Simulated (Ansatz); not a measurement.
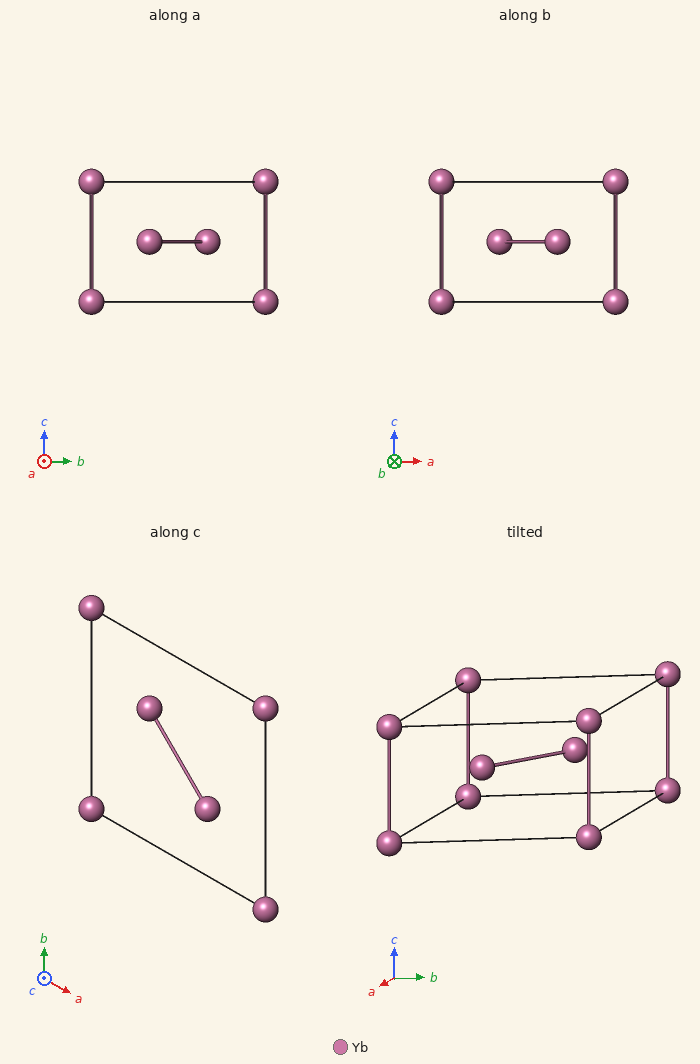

This ball-and-stick model is shown along the a axis, along the b axis, along the c axis and slightly off an axis. The conventional unit cell is drawn as a box.

Lattice parameters: a = 6.0303 Å, b = 6.0303 Å, c = 3.6044 Å, α = 90.000°, β = 90.000°, γ = 120.000°.

Q: From the views, write a CIF in P1 with every atom of the cell.

A:
```cif
data_structure
_symmetry_space_group_name_H-M 'P 1'
_symmetry_Int_Tables_number 1
_cell_length_a 6.0303
_cell_length_b 6.0303
_cell_length_c 3.6044
_cell_angle_alpha 90.000
_cell_angle_beta 90.000
_cell_angle_gamma 120.000
_cell_volume 113.51
loop_
_atom_site_label
_atom_site_type_symbol
_atom_site_fract_x
_atom_site_fract_y
_atom_site_fract_z
_atom_site_occupancy
Yb1 Yb 0.0000 0.0000 0.0000 1
Yb2 Yb 0.3333 0.6667 0.5000 1
Yb3 Yb 0.6667 0.3333 0.5000 1
```

The initial geometry was a structure type filled with this element by a generator (whether the element takes this form wasn't checked). Earlier steps of the study may have refined or changed the cell and positions. It went into a calculation with Ansatz.
